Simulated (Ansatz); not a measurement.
## Single-point calculation of HfO2

HfO2 (P4₂/mnm, 6 atoms in the cell), computed with DFT, PBE, plane waves, PAW, no spin polarisation (Ansatz 0.2.0).

The structure was made by a generator, so it may or may not be a known phase.

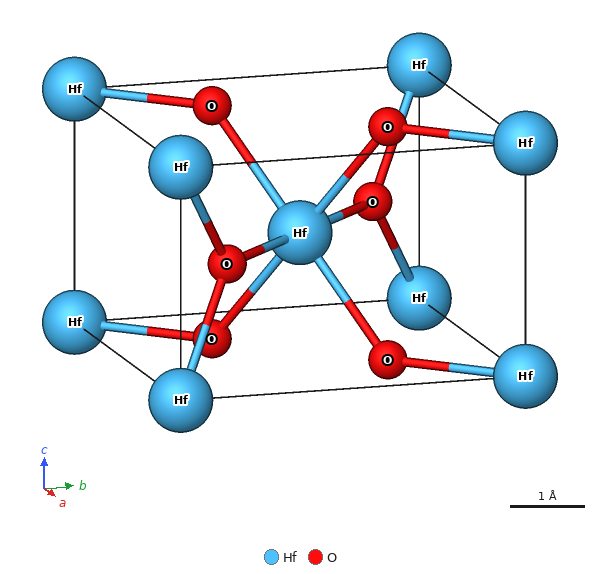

*The structure as given in the input (ball-and-stick view of the cell of the calculation, seen slightly off an axis). An atom can appear more than once, as a periodic image.*

Near neighbours in the periodic cell (some may lie outside the picture): Hf has 6 O at 2.10 to 2.11 Å; O has 3 Hf at 2.10 to 2.11 Å.

### Summary

```tsv
quantity	value
outcome	converged
space group (tolerance 0.01 Å)	P4₂/mnm (136)
electrons treated	76
free energy	−33723.2064 eV
Fermi energy	13.988 eV
gap on the k-point mesh	3.90 eV
pressure	0.01 GPa
largest force (length of the vector)	0.001 eV/Å
hardware	1 thread of Intel Xeon @ 2.50GHz (Skylake/Cascade Lake), 189 GiB of memory available, shared host
wall time	33 s (CPU time 16 s; the host was busy)
peak memory	0.44 GiB
```

### Remarks

Settings chosen away from the usual ones: scf.convergence.dr2_threshold set to 1e-06. The program warns: the SCF threshold is loose for the printed forces; the SCF threshold is looser than advised for the printed stress. Spin–orbit coupling is left out, which matters for Hf.

### Input
```yaml
crystal:
  lattice:
    - [4.8803626997, 0.0, 0.0]
    - [0.0, 4.8803626997, 0.0]
    - [0.0, 0.0, 3.2376885664]
  atoms:
    - { symbol: Hf, position: [0.0, 0.0, 0.0] }
    - { symbol: Hf, position: [0.5, 0.5, 0.5] }
    - { symbol: O, position: [0.1948152178, 0.8051847822, 0.5] }
    - { symbol: O, position: [0.3051847822, 0.3051847822, 0.0] }
    - { symbol: O, position: [0.6948152178, 0.6948152178, 0.0] }
    - { symbol: O, position: [0.8051847822, 0.1948152178, 0.5] }
basis:
  ecutwfc: 420
kpoints:
  mp_grid: { grid: [6, 6, 8] }
hamiltonian:
  xc: pbe
scf:
  occupations: { method: gaussian, width: 0.02 }
  convergence: { dr2_threshold: 1.0e-06 }
output:
  forces: true
  eigenvalues: true
  stress: true
```

Launched with:
```bash
ansatz run input.yaml --threads 1 --pin off --max-ram 2560MiB --backend cpu --events-out ev --progress --plain --runs-dir out
```

### Log
```
Warning: scf.convergence.dr2_threshold = 1e-6 eV is looser than this run's default, which is 1e-7 eV or tighter. The error in the forces grows as the threshold's square root, so leave the key out unless less accurate forces are enough
Warning: output.stress: scf.convergence.dr2_threshold = 1e-6 eV is looser than the 6e-10 eV advised for a printed stress (1e-10 eV for each atom of the cell: 6). What an SCF threshold leaves in a stress goes as its square root, and in the free energy as the threshold itself, and one threshold admits the most on a small cell: of the crystals measured, under no hybrid functional and no lock of the moments, on runs that ended without the residual-converged pass, on stresses that held no estimate of that error, the worst erred by over 100 MPa in a component at 1e-7 eV an atom and by under 5 at 1e-10. Set scf.convergence.dr2_threshold to 6e-10 eV or tighter. The threshold is an SCF's pass mark: one that does not reach it within its budget of iterations ends unconverged, or closes short of it on a stop that the run arms, and scf.convergence.dr2_threshold's page says what that costs each kind of run
Engine: ansatz 0.2.0, x86_64-unknown-linux-gnu
Pseudopotentials: kind: paw
Pseudopotential: Hf, paw, valence charge 26, recommended cutoff 420 eV (normal), Hf.paw.azcp
Pseudopotential: O, paw, valence charge 6, recommended cutoff 420 eV (normal), O.paw.azcp
Functional definition: PBE
  parameter kappa = 0.804
  parameter beta = 0.06672455060314922
  exchange = pbe_x(kappa = kappa, mu = beta*pi^2/3)
  correlation = pbe_c(beta = beta)
Crystal: 6 atoms, lattice volume = 77.115 Å³
Basis set: ecut = 420 eV, 1503 PW (Γ), exchange–correlation on 72×72×48 points (8 copies of the dense FFT grid, shifted against one another)
Bands: 46, of which v1, the nominal top of the filled ones, is band 38 counted from 1 (37 counted from 0)
Symmetry: 16 space group operations
Space group: P42/mnm (ITA 136), of the structure as read, at distance tolerance 4.3e-5 Å
k-points: 50 of 288
Non-local potential: Hf, projectors of the file, l = 0: 3, l = 1: 2, l = 2: 2, l = 3: 3
Non-local potential: O, projectors of the file, l = 0: 2, l = 1: 2, l = 2: 1
PAW form: soft (Blöchl's): semilocal exchange-correlation on the pseudo side does not see the compensation charge
PAW one-centre angular grid: Hf, 590 points (default); XC on 64 Gauss nodes
PAW one-centre angular grid: O, 110 points (default); XC on 64 Gauss nodes
Initial density: superposition of atomic densities (neutral atoms: chi_scale 0, normalization atom), corrected by the library's trained network
Initial wavefunctions: pseudopotential atomic-orbital guess
Functional: x = pbe(κ = 0.804, μ = 0.2195149727645171), c = pbe(β = 0.06672455060314922)
SCF iter   1: F=—  HF=-33723.206000 eV  |F-HF|=—  |Δ(HF+E_count)|=         —  Δρ=2.96e-3  dr2=5.62e-3  ethr=1.77e-3  ⟨swp⟩=5.6  Hψ=7349  notcnv=0
preconditioner: auto → Resta (q_TF=auto, 2.722 Å⁻¹)  ε∞=5.0  [insulator: Δε(μ)=3.931 eV  Ē_g=17.862 eV  σ=0.020 eV  W_gap=1.00  n_scr=30 (ndim 8)  ℏωp=35.9 eV  f_vac=0.094  D(μ)=0.00/eV (n_scr^D=0)  ε∞_Penn≈5.0]
SCF iter   2: F=—  HF=-33723.206271 eV  |F-HF|=—  |Δ(HF+E_count)|=   2.71e-4  Δρ=1.50e-3  dr2=1.25e-3  ethr=7.40e-6  ⟨swp⟩=2.0  Hψ=4513  notcnv=0  defer=86
SCF iter   3: F=—  HF=-33723.206419 eV  |F-HF|=—  |Δ(HF+E_count)|=   1.48e-4  Δρ=6.51e-4  dr2=3.37e-4  ethr=1.65e-6  ⟨swp⟩=2.0  Hψ=2797  notcnv=0  defer=37
automatic band count: iteration 3 solves 45 bands in place of 46: the levels show a gap, and the empty bands left out lie too high to hold charge; the band table lists the bands solved (type scf.n_extra_bands for more)
SCF iter   4: F=—  HF=-33723.206366 eV  |F-HF|=—  |Δ(HF+E_count)|=   5.32e-5  Δρ=1.45e-4  dr2=1.28e-5  ethr=4.44e-7  ⟨swp⟩=2.0  Hψ=3930  notcnv=0  defer=37
SCF iter   5: F=—  HF=-33723.206365 eV  |F-HF|=—  |Δ(HF+E_count)|=   1.28e-7  Δρ=7.74e-5  dr2=3.26e-6  ethr=1.69e-8  ⟨swp⟩=2.0  Hψ=3912  notcnv=0  defer=37
SCF iter   6: F=-33723.206367 eV  HF=-33723.206366 eV  |F-HF|=3.00e-7  |Δ(HF+E_count)|=   8.68e-7  Δρ=3.11e-5  dr2=6.72e-7  ethr=1.32e-9  ⟨swp⟩=8.2  Hψ=10215  notcnv=0
SCF 1 converged in 6 iterations: F = -33723.206367 eV  dr2 = 6.72e-7
  greatest PAW one-centre occupation: 0.999 electrons in one spin orbital (limit 2), on the Hf atom at site 0 (counted from 0), in its partial waves of l = 0
SCF converged after 6 iterations
Free energy (F): -33723.206367 eV
Harris-Foulkes:  -33723.206366 eV  (|F-HF|=3.00e-7)
Internal energy: -33723.206367 eV  (E = F + TS)
E sigma→0 (E₀):  -33723.206367 eV
Fermi energy:    13.988412 eV
--- Per-component energies (eV) ---
  E_band       = -157.634507
  E_kinetic    = 1539.203618
  E_local      = -13152.271998  (includes V_loc(G=0)·N_el)
  E_nonlocal   = -2293.900557
  E_hartree    = 5974.826830
  E_xc         = -893.857407
  E_vxc        = -907.084626  (∫ρ·V_xc dr)
  E_paw        = -14486.863635  (= ΣΔE_a)
  E_vpaw       = 2706.775049  (= ΣTr[D̂ρ^β])
  E_aug_tail   = 0.009949  (compensation charges beyond the density's cutoff)
  E_ewald      = -10410.353166
  E_smearing   = -0.000000  (= −TS)
  E_closure    = -0.000000  (closes the sum)
  Σ components = -33723.206367   (vs F -33723.206367, Δ=0.00e0)
--- Forces (eV/Å), atoms counted from 1 ---
  atom   1  Hf     0.00000000    -0.00000000     0.00000000
  atom   2  Hf     0.00000000    -0.00000000     0.00000000
  atom   3  O     -0.00083494     0.00083494     0.00000000
  atom   4  O      0.00083494     0.00083494     0.00000000
  atom   5  O     -0.00083494    -0.00083494     0.00000000
  atom   6  O      0.00083494    -0.00083494     0.00000000
  max |Σ_I F_I| component: 3.90e-18 eV/Å
--- Stress (GPa, compression-positive) ---
        0.019361       0.000000       0.000000
        0.000000       0.019361       0.000000
        0.000000       0.000000      -0.008257
  P = ⅓ Tr σ = 0.0102 GPa (0.102 kbar)
--- Band table (eV; the first three rows and the last of 50) ---
  k-point 0: bands = ["-48.4703", "-48.4622", "-17.3928", "-17.3928", "-17.1335", "-17.1335", "-17.0187", "-16.9662", "-5.4938", "-4.7414", "-3.7447", "-3.7447", "1.6459", "1.6459", "1.6536", "1.6798", "1.6798", "1.6835", "1.6845", "1.6845", "1.7076", "1.7136", "1.7308", "1.7342", "1.8151", "1.8151", "6.6516", "7.1732", "7.8976", "8.6133", "8.6133", "10.2528", "10.2528", "10.4815", "11.3805", "11.6289", "11.6289", "12.0374", "15.9394", "16.1301", "17.1730", "17.5309", "17.5309", "18.0740", "19.7026"]
  k-point 1: bands = ["-48.4674", "-48.4598", "-17.3694", "-17.3694", "-17.1317", "-17.1317", "-17.1030", "-17.0564", "-5.3237", "-4.6210", "-3.8399", "-3.8399", "1.6500", "1.6500", "1.6589", "1.6824", "1.6824", "1.6843", "1.6848", "1.6848", "1.7052", "1.7102", "1.7256", "1.7290", "1.8022", "1.8022", "6.8993", "7.3588", "8.0549", "8.5897", "8.5897", "10.0489", "10.4384", "10.4384", "10.8445", "11.4361", "11.4361", "11.9435", "16.2492", "16.5918", "17.0635", "17.4815", "17.4815", "18.4526", "19.4935"]
  k-point 2: bands = ["-48.4600", "-48.4543", "-17.3090", "-17.3090", "-17.2993", "-17.2667", "-17.1306", "-17.1306", "-4.9027", "-4.3498", "-4.0663", "-4.0663", "1.6608", "1.6608", "1.6765", "1.6813", "1.6844", "1.6844", "1.6894", "1.6894", "1.6994", "1.7022", "1.7066", "1.7332", "1.7725", "1.7725", "7.5467", "7.8030", "8.5113", "8.6382", "8.6382", "9.1715", "9.8346", "10.7481", "10.7481", "10.9606", "10.9606", "11.6000", "16.8624", "16.9160", "17.4266", "17.5587", "17.5587", "18.9378", "19.4608"]
  k-point 49: bands = ["-48.4479", "-48.4479", "-17.5536", "-17.5536", "-17.1840", "-17.1840", "-17.1733", "-17.1733", "-4.4314", "-4.4314", "-4.0726", "-4.0726", "1.6774", "1.6774", "1.6834", "1.6834", "1.6861", "1.6861", "1.6931", "1.6931", "1.6942", "1.6942", "1.7293", "1.7293", "1.7400", "1.7400", "8.0268", "8.0268", "8.1847", "8.1847", "9.0315", "9.0315", "10.0360", "10.0360", "11.0241", "11.0241", "11.5558", "11.5558", "17.0814", "17.0814", "17.7574", "17.7574", "18.3545", "18.3545", "21.1686"]
```
